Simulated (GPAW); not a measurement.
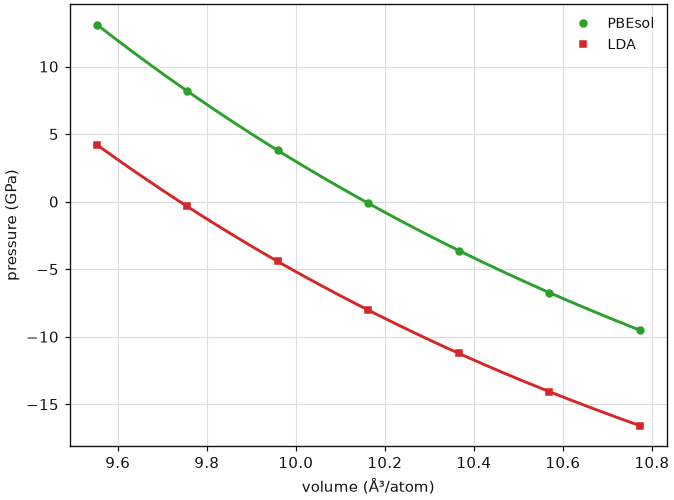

Plotted: pressure against volume, with one curve for each functional, for CuO (space group Cc).

Computed with GPAW 26.7.0: PAW DFT in plane waves, on a grid or in atomic orbitals, no spin polarisation; energies at scaled volumes of the given cell, shape and fractions fixed, counted from the fit's minimum, third-order Birch-Murnaghan fit. All runs: no spin polarisation.

- occupations: Fermi–Dirac
- smearing width: 0.05 eV
- wave cutoff: 800 eV

Settings that differ: PBEsol: k mesh 10×10×5, potentials PAW-data-sets-made-by gpaw-setup-for-the-functional; LDA: k mesh 6×6×4, potentials GPAW-PAW-data-sets-(gpaw-data-1.2.1).

Question: Order the curves by fitted equilibrium volume, smallest first.

Answer: LDA 9.777, PBEsol 10.196 Å³/atom.

Question: Order the curves by fitted bulk modulus, smallest first.

Answer: PBEsol 182.5, LDA 204.7 GPa.

Limits of the calculation: shape and atomic fractions are frozen while scaling, which makes layered, chain and framework solids too stiff.

The computed values:

PBEsol:
```
volume (Å³/atom)  pressure (GPa)
            9.55           13.11
            9.76            8.18
            9.96            3.79
           10.16           -0.12
           10.37           -3.62
           10.57           -6.73
           10.77           -9.51
```

LDA:
```
volume (Å³/atom)  pressure (GPa)
            9.55            4.21
            9.76           -0.36
            9.96           -4.43
           10.16           -8.03
           10.37          -11.23
           10.57          -14.06
           10.77          -16.58
```
